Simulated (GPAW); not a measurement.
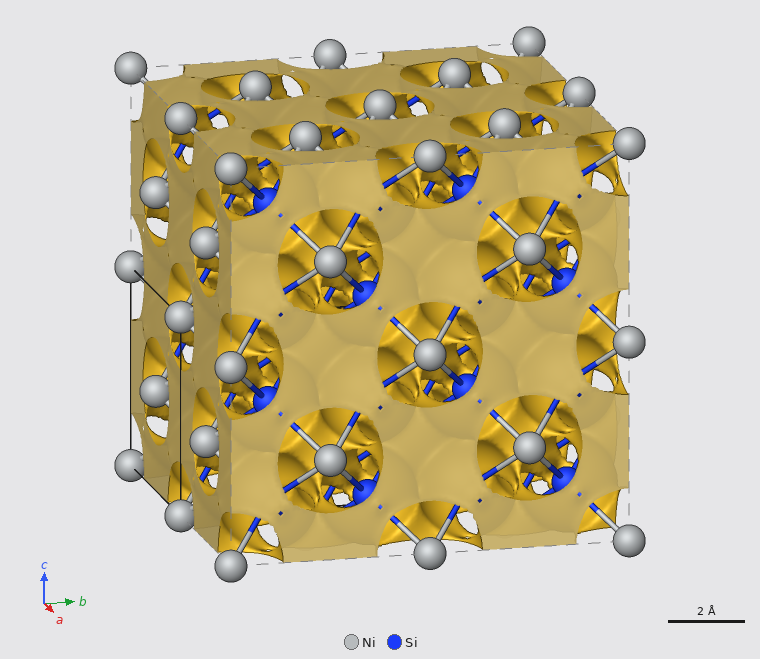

The yellow surface encloses the points that the centre of a probe sphere of radius 0.20 Å can occupy in Si$_{2}$Ni (Fm-3m, No. 225), computed on a grid of about 0.15 Å (2×2×2 cells shown, view slightly off an axis; pale faces close the region where the box cuts it).

Atoms are hard spheres with covalent radii (Cordero): Ni 1.24 Å, Si 1.11 Å.

Source of the atomic positions: an entry of the Crystallography Open Database, as set up for an electronic-structure calculation.

```yaml
crystal:
  lattice:
    - [5.40600, 0.00000, 0.00000]
    - [0.00000, 5.40600, 0.00000]
    - [0.00000, 0.00000, 5.40600]
  atoms:
    - { symbol: Ni, position: [0.00000, 0.00000, 0.00000] }
    - { symbol: Si, position: [0.25000, 0.25000, 0.75000] }
    - { symbol: Si, position: [0.25000, 0.75000, 0.75000] }
    - { symbol: Ni, position: [0.00000, 0.50000, 0.50000] }
    - { symbol: Si, position: [0.25000, 0.75000, 0.25000] }
    - { symbol: Si, position: [0.25000, 0.25000, 0.25000] }
    - { symbol: Ni, position: [0.50000, 0.00000, 0.50000] }
    - { symbol: Si, position: [0.75000, 0.25000, 0.25000] }
    - { symbol: Si, position: [0.75000, 0.75000, 0.25000] }
    - { symbol: Ni, position: [0.50000, 0.50000, 0.00000] }
    - { symbol: Si, position: [0.75000, 0.75000, 0.75000] }
    - { symbol: Si, position: [0.75000, 0.25000, 0.75000] }
```

### Describe the connectivity of the accessible space.

Where they connect, they form a three-dimensional network.

### What share of the cell can the probe's centre reach?

About 28 % of the volume (44 Å³ of 158.0 Å³).

### Give the largest included and the largest free sphere.

The largest sphere that fits anywhere has a diameter of 2.46 Å; the largest that can travel through the crystal, about 0.6 Å.

### How does the connectivity change as the probe shrinks?

Below a radius of about 0.29 Å the space forms a three-dimensional network. These are grid estimates, good to about 0.05 Å.
